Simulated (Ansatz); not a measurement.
Run report: Al$_{2}$Cu, geometry relaxation (part 1 of 2)

The run: geometry relaxation of Al$_{2}$Cu (P4/mmm, 3 atoms in the cell). Method and program: DFT r2SCAN, scalar-relativistic, plane waves, PAW, no spin polarisation (Ansatz 0.2.0).

The structure derives from a Materials Project entry. Figures and captions count atoms from 1; the log counts them from 0 in places.

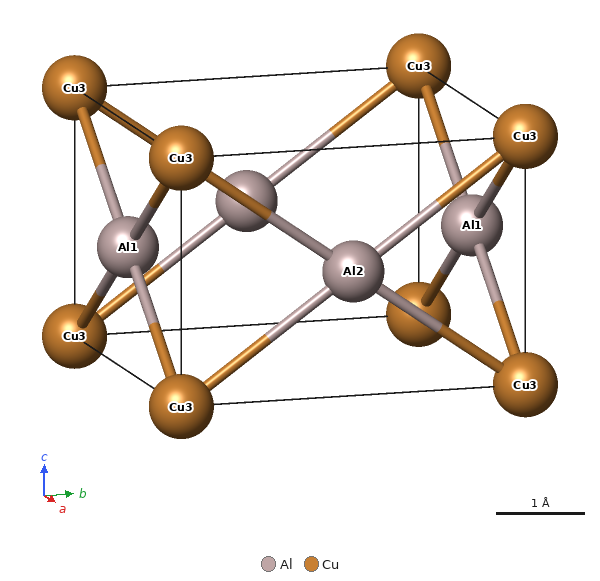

Fig. 1: The starting structure (ball-and-stick view of the cell of the calculation, seen slightly off an axis; atoms are numbered from 1 in the order of the input). An atom can appear more than once, as a periodic image.

**The input**
```yaml
crystal:
  lattice:
    - [4.105182, 0.0, 0.0]
    - [0.0, 4.105182, 0.0]
    - [0.0, 0.0, 2.891313]
  atoms:
    - { symbol: Al, position: [0.5, 0.0, 0.5] }
    - { symbol: Al, position: [0.0, 0.5, 0.5] }
    - { symbol: Cu, position: [0.0, 0.0, 0.0] }
basis:
  ecutwfc: 500
kpoints:
  mp_grid: { grid: [10, 10, 14] }
hamiltonian:
  xc: r2scan
scf:
  occupations: { method: gaussian, width: 0.1 }
output:
  forces: true
  stress: true
  eigenvalues: true
  write_density: true
  write_potential: true
  elf: true
  volumetric_format: npy
relax:
  adjacent_minimum: "off"
  f_tol: 0.005
  max_steps: 80
  cell: { stress_tol: 0.05 }
```

Launched with:
```bash
ansatz run input.yaml --threads 2 --pin off --max-ram 5120MiB --backend cpu --events-out ev --progress --plain --runs-dir out
```

**What the program printed**
```
Engine: ansatz 0.2.0, x86_64-unknown-linux-gnu
Pseudopotentials: kind: paw
Pseudopotential: Al, paw, valence charge 3, recommended cutoff 500 eV (meta_gga), Al.paw.azcp
Pseudopotential: Cu, paw, valence charge 19, recommended cutoff 500 eV (meta_gga), Cu.paw.azcp
Functional definition: r2SCAN
  parameter k0 = 0.174
  parameter k1 = 0.065
  parameter a1 = 4.9479
  exchange = r2scan_x(k0 = k0, k1 = k1, a1 = a1)
  correlation = r2scan_c
Crystal: 3 atoms, lattice volume = 48.726 Å³
Basis set: ecut = 500 eV, 1243 PW (Γ), exchange–correlation on 120×120×96 points (64 copies of the dense FFT grid, shifted against one another)
Bands: 17, of which v1, the nominal top of the filled ones, is band 13 counted from 1 (12 counted from 0)
Symmetry: 16 space group operations
Space group: P4/mmm (ITA 123), of the structure as read, at distance tolerance 3.7e-5 Å
k-points: 168 of 1400
Non-local potential: Al, projectors of the file, l = 0: 2, l = 1: 2, l = 2: 1
Non-local potential: Cu, projectors of the file, l = 0: 3, l = 1: 2, l = 2: 3, l = 3: 1
PAW form: soft (Blöchl's): semilocal exchange-correlation on the pseudo side does not see the compensation charge
PAW frozen core: Al, regenerated for the run's functional (the file was generated under x = pbe(κ = 0.804, μ = 0.2195149727645171), c = pbe(β = 0.06672455060314922))
PAW frozen core: Cu, regenerated for the run's functional (the file was generated under x = pbe(κ = 0.804, μ = 0.2195149727645171), c = pbe(β = 0.06672455060314922))
PAW one-centre angular grid: Al, 302 points (default); XC on 160 Gauss nodes
PAW one-centre angular grid: Cu, 590 points (default); XC on 160 Gauss nodes
Initial density: superposition of atomic densities (neutral atoms: chi_scale 0, normalization atom), corrected by the library's trained network
Initial wavefunctions: pseudopotential atomic-orbital guess
Functional: x = r2scan, c = r2scan; τ floored in thin density (d = 2e-4 eV/Å³)
SCF iter   1: F=—  HF=-7712.170980 eV  |F-HF|=—  |Δ(HF+E_count)|=         —  Δρ=1.85e-2  dr2=1.17e-1  dr2_τ=9.47e-3  ethr=1.77e-3  ⟨swp⟩=5.3  Hψ=14722  notcnv=0
preconditioner: auto → Kerker (q_TF=auto, 2.441 Å⁻¹)  [metal: Δε(μ)=0.033 eV  Ē_g=8.734 eV  σ=0.100 eV  W_gap=0.19  n_scr=10 (ndim 8)  ℏωp=21.9 eV  f_vac=0.000  D(μ)=0.84/eV (n_scr^D=4)]
SCF iter   2: F=—  HF=-7712.193268 eV  |F-HF|=—  |Δ(HF+E_count)|=   2.23e-2  Δρ=1.39e-2  dr2=4.99e-2  dr2_τ=6.03e-4  ethr=4.68e-4  ⟨swp⟩=2.0  Hψ=6150  notcnv=0  defer=61
SCF iter   3: F=—  HF=-7712.177435 eV  |F-HF|=—  |Δ(HF+E_count)|=   1.58e-2  Δρ=3.82e-3  dr2=8.16e-3  dr2_τ=2.67e-5  ethr=2.00e-4  ⟨swp⟩=2.1  Hψ=4765  notcnv=0  defer=61
SCF iter   4: F=—  HF=-7712.175636 eV  |F-HF|=—  |Δ(HF+E_count)|=   1.80e-3  Δρ=1.04e-3  dr2=4.26e-4  dr2_τ=5.24e-6  ethr=3.26e-5  ⟨swp⟩=1.3  Hψ=4190  notcnv=0  defer=61
SCF iter   5: F=—  HF=-7712.175667 eV  |F-HF|=—  |Δ(HF+E_count)|=   3.08e-5  Δρ=4.87e-4  dr2=1.17e-4  dr2_τ=6.52e-7  ethr=1.70e-6  ⟨swp⟩=2.1  Hψ=4070  notcnv=0  defer=61
SCF iter   6: F=—  HF=-7712.175639 eV  |F-HF|=—  |Δ(HF+E_count)|=   2.80e-5  Δρ=1.75e-4  dr2=1.39e-5  dr2_τ=4.85e-8  ethr=4.68e-7  ⟨swp⟩=2.1  Hψ=4236  notcnv=0  defer=61
SCF iter   7: F=—  HF=-7712.175638 eV  |F-HF|=—  |Δ(HF+E_count)|=   1.40e-6  Δρ=5.81e-5  dr2=1.30e-6  dr2_τ=2.89e-9  ethr=5.54e-8  ⟨swp⟩=1.6  Hψ=3396  notcnv=0  defer=61
SCF iter   8: F=-7712.175637 eV  HF=-7712.175637 eV  |F-HF|=1.28e-8  |Δ(HF+E_count)|=   2.28e-8  Δρ=8.21e-6  dr2=4.61e-8  dr2_τ=9.16e-11  ethr=4.00e-10  ⟨swp⟩=8.0  Hψ=18581  notcnv=0
SCF 1 converged in 8 iterations: F = -7712.175637 eV  dr2 = 4.61e-8
  greatest PAW one-centre occupation: 1.000 electrons in one spin orbital (limit 2), on the Cu atom at site 2 (counted from 0), in its partial waves of l = 0
relax step   1: F+E_penalty+E_count = -7712.17563748 eV  Δ(F+E_penalty+E_count) = +0.000e0 eV  max|allowed force component| = 2.630e-31 eV/Å  Δτ_max = 0.0000 Å  P = -2.157 GPa  Ω = 48.726 Å³  (8 SCF iters, dr2 threshold 1.00e-7 eV, accepted)
Crystal: 3 atoms, lattice volume = 47.954 Å³
Basis set: ecut = 500 eV, 1227 PW (Γ), exchange–correlation on 120×120×96 points (64 copies of the dense FFT grid, shifted against one another)
Initial density: handed on by an earlier stage of this run
Initial wavefunctions: those handed on with the density
iter 1 solved again at ethr=3.86e-5 eV; its pass at ethr=3.10e-3 eV (dr2=9.66e-3 eV) is discarded
SCF iter   1: F=—  HF=-7712.180501 eV  |F-HF|=—  |Δ(HF+E_count)|=         —  Δρ=5.38e-3  dr2=9.63e-3  dr2_τ=3.16e-3  ethr=3.86e-5  ⟨swp⟩=1.0  Hψ=16411  notcnv=0
preconditioner: auto → Kerker (q_TF=auto, 2.448 Å⁻¹)  [metal: Δε(μ)=0.004 eV  Ē_g=8.658 eV  σ=0.100 eV  W_gap=0.02  n_scr=10 (ndim 8)  ℏωp=22.1 eV  f_vac=0.000  D(μ)=0.93/eV (n_scr^D=4)]
SCF iter   2: F=—  HF=-7712.184942 eV  |F-HF|=—  |Δ(HF+E_count)|=   4.44e-3  Δρ=4.64e-3  dr2=5.16e-3  dr2_τ=5.78e-5  ethr=3.85e-5  ⟨swp⟩=2.1  Hψ=5060  notcnv=0
SCF iter   3: F=—  HF=-7712.183445 eV  |F-HF|=—  |Δ(HF+E_count)|=   1.50e-3  Δρ=7.30e-4  dr2=2.98e-4  dr2_τ=1.99e-6  ethr=2.06e-5  ⟨swp⟩=2.0  Hψ=4190  notcnv=0
SCF iter   4: F=—  HF=-7712.183394 eV  |F-HF|=—  |Δ(HF+E_count)|=   5.14e-5  Δρ=3.42e-4  dr2=3.40e-5  dr2_τ=7.75e-7  ethr=1.19e-6  ⟨swp⟩=2.0  Hψ=3929  notcnv=0
SCF iter   5: F=—  HF=-7712.183417 eV  |F-HF|=—  |Δ(HF+E_count)|=   2.30e-5  Δρ=3.45e-4  dr2=3.09e-5  dr2_τ=6.70e-8  ethr=1.36e-7  ⟨swp⟩=2.2  Hψ=4263  notcnv=0
SCF iter   6: F=—  HF=-7712.183416 eV  |F-HF|=—  |Δ(HF+E_count)|=   1.10e-6  Δρ=4.49e-5  dr2=9.76e-7  dr2_τ=6.50e-9  ethr=1.23e-7  ⟨swp⟩=2.5  Hψ=4172  notcnv=0
SCF iter   7: F=-7712.183416 eV  HF=-7712.183416 eV  |F-HF|=1.60e-8  |Δ(HF+E_count)|=   1.49e-7  Δρ=1.42e-5  dr2=1.46e-7  dr2_τ=8.06e-10  ethr=1.20e-9  ⟨swp⟩=9.2  Hψ=19940  notcnv=0
SCF 2 converged in 7 iterations: F = -7712.183416 eV  dr2 = 1.46e-7
relax step   2: F+E_penalty+E_count = -7712.18341590 eV  Δ(F+E_penalty+E_count) = -7.778e-3 eV  max|allowed force component| = 5.341e-31 eV/Å  Δτ_max = 0.0000 Å  P = -0.617 GPa  Ω = 47.954 Å³  energy of the carried Pulay correction = +1.172e-4 eV  (7 SCF iters, dr2 threshold 3.00e-7 eV, accepted)
Crystal: 3 atoms, lattice volume = 47.651 Å³
iter 1 solved again at ethr=6.58e-6 eV; its pass at ethr=3.10e-3 eV (dr2=1.65e-3 eV) is discarded
SCF iter   1: F=—  HF=-7712.183645 eV  |F-HF|=—  |Δ(HF+E_count)|=         —  Δρ=2.15e-3  dr2=1.53e-3  dr2_τ=4.89e-4  ethr=6.58e-6  ⟨swp⟩=1.6  Hψ=15086  notcnv=0
preconditioner: auto → Kerker (q_TF=auto, 2.450 Å⁻¹)  [metal: Δε(μ)=0.024 eV  Ē_g=8.719 eV  σ=0.100 eV  W_gap=0.14  n_scr=10 (ndim 8)  ℏωp=22.2 eV  f_vac=0.000  D(μ)=0.95/eV (n_scr^D=4)]
SCF iter   2: F=—  HF=-7712.184332 eV  |F-HF|=—  |Δ(HF+E_count)|=   6.87e-4  Δρ=1.84e-3  dr2=8.00e-4  dr2_τ=9.01e-6  ethr=6.13e-6  ⟨swp⟩=2.3  Hψ=4642  notcnv=0
SCF iter   3: F=—  HF=-7712.184095 eV  |F-HF|=—  |Δ(HF+E_count)|=   2.37e-4  Δρ=2.96e-4  dr2=4.94e-5  dr2_τ=3.09e-7  ethr=3.20e-6  ⟨swp⟩=2.1  Hψ=4040  notcnv=0
SCF iter   4: F=—  HF=-7712.184090 eV  |F-HF|=—  |Δ(HF+E_count)|=   5.39e-6  Δρ=1.42e-4  dr2=5.50e-6  dr2_τ=1.31e-7  ethr=1.98e-7  ⟨swp⟩=2.0  Hψ=3818  notcnv=0
SCF iter   5: F=—  HF=-7712.184093 eV  |F-HF|=—  |Δ(HF+E_count)|=   3.81e-6  Δρ=1.38e-4  dr2=4.76e-6  dr2_τ=1.02e-8  ethr=2.20e-8  ⟨swp⟩=2.2  Hψ=4216  notcnv=0
SCF iter   6: F=-7712.184093 eV  HF=-7712.184093 eV  |F-HF|=2.25e-9  |Δ(HF+E_count)|=   4.55e-8  Δρ=1.93e-5  dr2=1.80e-7  dr2_τ=1.04e-9  ethr=1.20e-9  ⟨swp⟩=6.7  Hψ=18089  notcnv=0
SCF 3 converged in 6 iterations: F = -7712.184093 eV  dr2 = 1.80e-7
relax step   3: F+E_penalty+E_count = -7712.18409336 eV  Δ(F+E_penalty+E_count) = -6.775e-4 eV  max|allowed force component| = 2.071e-30 eV/Å  Δτ_max = 0.0000 Å  P = +0.027 GPa  Ω = 47.651 Å³  energy of the carried Pulay correction = +1.640e-4 eV  (6 SCF iters, dr2 threshold 3.00e-7 eV, accepted)
Initial wavefunctions: pseudopotential atomic-orbital guess (no wavefunctions were taken with the density)
iter 1 solved again at ethr=3.36e-8 eV; its pass at ethr=3.10e-3 eV (dr2=8.39e-6 eV) is discarded
SCF iter   1: F=—  HF=-7712.183941 eV  |F-HF|=—  |Δ(HF+E_count)|=         —  Δρ=2.33e-5  dr2=2.12e-7  dr2_τ=9.88e-8  ethr=3.36e-8  ⟨swp⟩=3.4  Hψ=22606  notcnv=0
preconditioner: auto → Kerker (q_TF=auto, 2.450 Å⁻¹)  [metal: Δε(μ)=0.023 eV  Ē_g=8.734 eV  σ=0.100 eV  W_gap=0.13  n_scr=10 (ndim 8)  ℏωp=22.2 eV  f_vac=0.000  D(μ)=0.95/eV (n_scr^D=4)]
SCF iter   2: F=—  HF=-7712.183941 eV  |F-HF|=—  |Δ(HF+E_count)|=   5.94e-7  Δρ=5.01e-5  dr2=9.27e-7  dr2_τ=8.40e-9  ethr=8.49e-10  ⟨swp⟩=2.0  Hψ=4959  notcnv=0
SCF iter   3: F=—  HF=-7712.183941 eV  |F-HF|=—  |Δ(HF+E_count)|=   1.61e-8  Δρ=1.63e-5  dr2=6.58e-8  dr2_τ=4.22e-9  ethr=8.49e-10  ⟨swp⟩=2.9  Hψ=4939  notcnv=0
SCF iter   4: F=—  HF=-7712.183941 eV  |F-HF|=—  |Δ(HF+E_count)|=   5.93e-8  Δρ=5.59e-6  dr2=1.16e-8  dr2_τ=7.60e-11  ethr=2.63e-10  ⟨swp⟩=2.0  Hψ=4930  notcnv=0
SCF iter   5: F=—  HF=-7712.183941 eV  |F-HF|=—  |Δ(HF+E_count)|=   1.30e-8  Δρ=2.52e-6  dr2=3.27e-9  dr2_τ=4.11e-11  ethr=4.63e-11  ⟨swp⟩=2.0  Hψ=4925  notcnv=0
SCF iter   6: F=—  HF=-7712.183941 eV  |F-HF|=—  |Δ(HF+E_count)|=  7.84e-10  Δρ=1.72e-6  dr2=6.98e-10  dr2_τ=7.39e-12  ethr=1.31e-11  ⟨swp⟩=2.0  Hψ=4288  notcnv=0
SCF iter   7: F=—  HF=-7712.183941 eV  |F-HF|=—  |Δ(HF+E_count)|=  1.30e-10  Δρ=2.70e-7  dr2=3.75e-11  dr2_τ=5.29e-13  ethr=2.79e-12  ⟨swp⟩=2.6  Hψ=4349  notcnv=0
SCF iter   8: F=-7712.183941 eV  HF=-7712.183941 eV  |F-HF|=5.46e-12  |Δ(HF+E_count)|=  8.19e-12  Δρ=7.57e-8  dr2=4.30e-12  dr2_τ=4.97e-14  ethr=1.00e-12  ⟨swp⟩=5.5  Hψ=11502  notcnv=0
SCF 4 converged in 8 iterations: F = -7712.183941 eV  dr2 = 4.30e-12
relax step   4: F+E_penalty+E_count = -7712.18394130 eV  Δ(F+E_penalty+E_count) = +1.521e-4 eV  max|allowed force component| = 3.492e-31 eV/Å  Δτ_max = 0.0000 Å  P = +0.023 GPa  Ω = 47.651 Å³  stress off target by 2.68e-2 GPa  SCF on the basis re-selected at this cell (its energy is not comparable with the rows above)  (8 SCF iters)
```

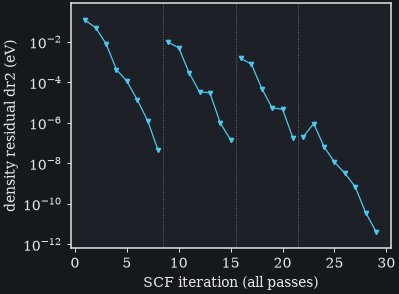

Fig. 2: Convergence of the self-consistent field: density residual dr2 against the SCF iteration. The dotted lines part the SCF passes of the relaxation: geometry steps, rejected trials and re-solves on a re-selected basis. The passes take 8, 7, 6 and 8 iterations.

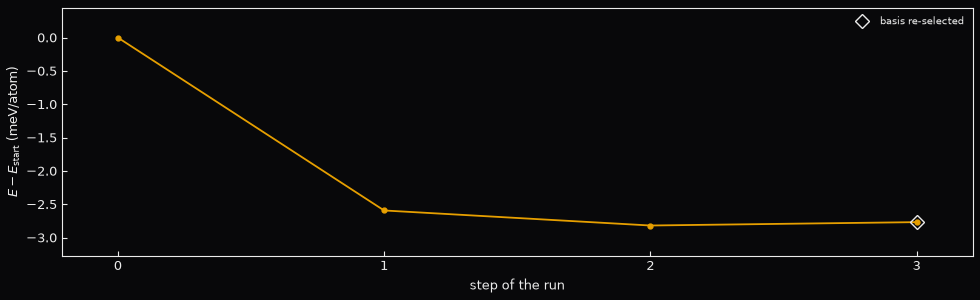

Fig. 3: Progress of the relaxation, step by step (the first geometry is step 0 here and step 1 in the log).
